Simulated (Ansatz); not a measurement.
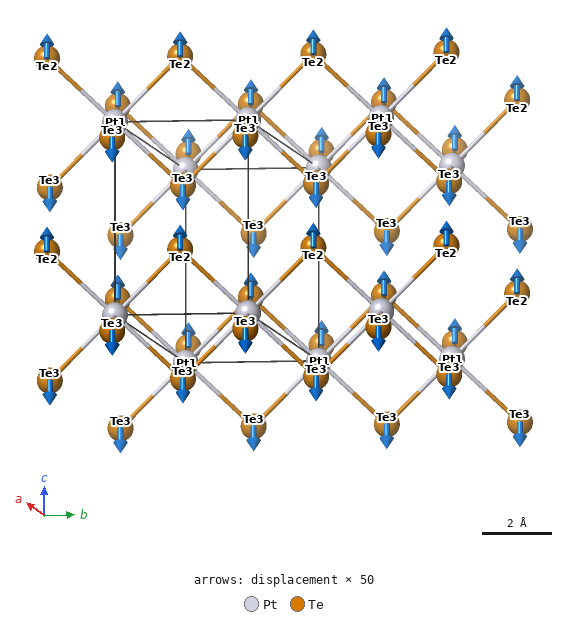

A relaxation of a crystal of Te$_{2}$Pt (a generated structure, set up in P-3m1). The starting structure is drawn; blue arrows show the displacements (the part carried along by the change of the cell is left out), magnified 50 times.

Style: ball-and-stick. Shown: the cell of the calculation, repeated 1 × 2 × 1 with one cell outlined, from a free direction.

Case: cell and atoms relaxed from a first guess.

Computed with Ansatz, DFT, PBE, PAW with Ansatz's default frozen-core files, scalar-relativistic.

Input file:
```yaml
crystal:
  lattice:
    - [3.8993644183, 0.0, 0.0]
    - [-1.9496822091, 3.3769486448, 0.0]
    - [0.0, 0.0, 6.2389830692]
  atoms:
    - { symbol: Pt, position: [0.0, 0.0, 0.0] }
    - { symbol: Te, position: [0.3333333333, 0.6666666667, 0.25] }
    - { symbol: Te, position: [0.6666666667, 0.3333333333, 0.75] }
kpoints:
  mp_grid: { grid: [10, 10, 6] }
scf:
  occupations: { method: fermi_dirac, width: 0.05 }
hamiltonian:
  xc: pbe
  pseudopotentials: { kind: paw }
output:
  forces: true
  stress: true
  write_density: true
  write_potential: true
  elf: true
  volumetric_format: npy
relax:
  f_tol: 0.005
  max_steps: 80
  cell: {}
```

Run as
```bash
ansatz run input.yaml --threads 1 --pin off --max-ram 3072MiB --backend cpu --events-out ev --progress --plain --runs-dir out
```

### Atoms of which element are displaced furthest, and by how much?

Tellurium: up to 0.016 Å, against 0.000 Å for platinum.

### Describe the change and its energy.

After 7 accepted moves (8 points after the start) the energy has fallen by 83.5 meV per atom. The largest force component goes from 0.84 to 0.0006 eV/Å. Pressure: −0.63 GPa at the start and −0.01 GPa at the end. The SCF was repeated once at an unchanged geometry on a basis and grid sized afresh for the cell, which shifted the energy by 0.1 meV per atom at most. The largest moves relative to the cell, 0.016 Å, are those of Te2 and Te3. Te3 goes along −c. Pt stays in place. Cell: a = b 3.899 → 4.090 Å (+4.9 %), c 6.239 → 5.383 Å (−13.7 %). Volume −5.1 %. Near-neighbour distances that change, for instance: Pt1–Te2 2.739 → 2.726 Å. Bond angles that change, for instance: Te2–Pt1–Te2 90.8° → 97.2°, Pt1–Te2–Pt1 90.8° → 97.2°, Te2–Pt1–Te3 89.2° → 82.8°. The space group stays P-3m1 (No. 164). The run took 61 s on 1 thread of Arm Neoverse V2, on a shared host, peak memory 0.45 GiB.
